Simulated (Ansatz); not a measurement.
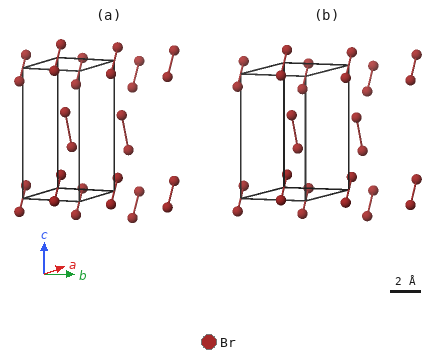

The structure of crystalline Br (built on the solid type) (coarse preliminary run) before (left) and after (right) a relaxation, at one scale.

Style: ball-and-stick. Shown: the cell of the calculation, repeated 1 × 2 × 1 with one cell outlined, from a free direction.

Method: Ansatz 0.2.0, DFT PBE, scalar-relativistic, plane waves, PAW. Settings: plane-wave cutoff 420 eV; k-point mesh 6 × 6 × 2; occupations gaussian; smearing width 0.05 eV; no spin polarisation; cell and atoms relaxed; force threshold 0.03 eV/Å; at most 60 steps.

### Summarise the run.

The largest moves relative to the cell, 0.058 Å, are those of Br atoms. Cell: a = b 3.949 → 4.454 Å (+12.8 %), c 9.094 → 8.687 Å (−4.5 %), γ 66.4° → 57.9°. Volume +12.3 %. Near-neighbour distances that change, for instance: Br–Br 2.522 → 2.386 Å. The space group stays Cmce (No. 64). After 6 accepted moves (7 points after the start) the energy has fallen by 84.0 meV per atom. Largest force component: 0.59 eV/Å at the start, 0.011 eV/Å at the end. Pressure: −2.12 GPa at the start and 0.13 GPa at the end. The SCF was repeated once at an unchanged geometry on a basis and grid sized afresh for the cell, which shifted the energy by 2.1 meV per atom at most. The run took about 22 core-seconds on a shared host.
